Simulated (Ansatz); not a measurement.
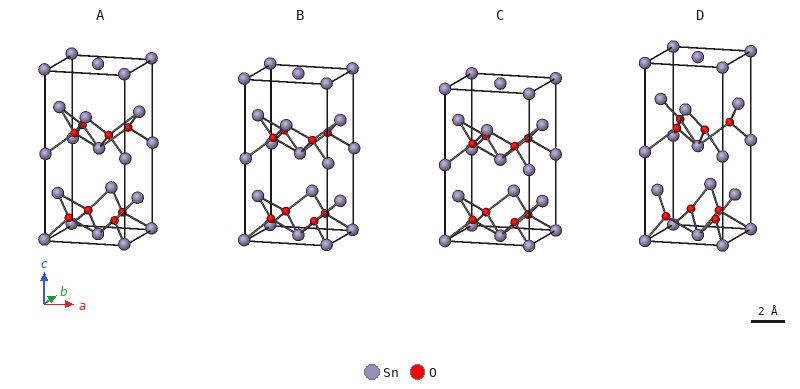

4 geometries from one relaxation of solid SnO (set up in Cmc2_1) (coarse preliminary run), in shuffled order. A ball-and-stick model of the conventional cell (2 times the calculation's cell), seen slightly off an axis. Lengths and directions refer to the drawn axes.

Method: DFT PBE+D3(BJ), scalar-relativistic, plane waves, PAW in Ansatz 0.2.0. (plane-wave cutoff 420 eV; k-point mesh 6 × 6 × 2; occupations gaussian; smearing width 0.1 eV; no spin polarisation; cell and atoms relaxed; force threshold 0.05 eV/Å; at most 80 steps)

> Order the frames from highest to lowest energy.

D, A, B, C. They are steps 0, 1, 2, 8, at +969 meV per atom, +208 meV per atom, +65.6 meV per atom relative to the last. The largest moves relative to the cell, 0.38 Å, are those of O atoms. Largest moves by element: O 0.38 Å, Sn 0.32 Å. The drawn cell changes as follows: a 5.000 → 5.418 Å (+8.4 %), b 5.720 → 5.419 Å (−5.3 %), c 11.120 → 9.509 Å (−14.5 %); the volume changes by −12.2 %. Near-neighbour distances that change, for instance: O–O 1.800 → 2.709 Å, O–Sn 2.765 → 2.240 Å, O–Sn 2.527 → 2.241 Å, O–Sn 1.992 → 2.241 Å. New bonds form, among them: O–Sn (2.77 → 2.24 Å). Among the angles between lasting bonds that change: Sn–O–Sn 127.7° → 105.6°, Sn–O–Sn 108.3° → 117.5°, O–Sn–O 108.3° → 117.5°. The space group (tolerance 0.01 Å) goes from Cmc2_1 (No. 36) to P4/nmm (No. 129). After 6 accepted moves (8 points after the start) the energy has fallen by 969 meV per atom. The largest force component goes from 8.7 to 0.0018 eV/Å. The pressure goes from 8.48 to 0.01 GPa. The SCF was repeated twice at an unchanged geometry on a basis and grid sized afresh for the cell, which shifted the energy by 0.8 meV per atom at most.
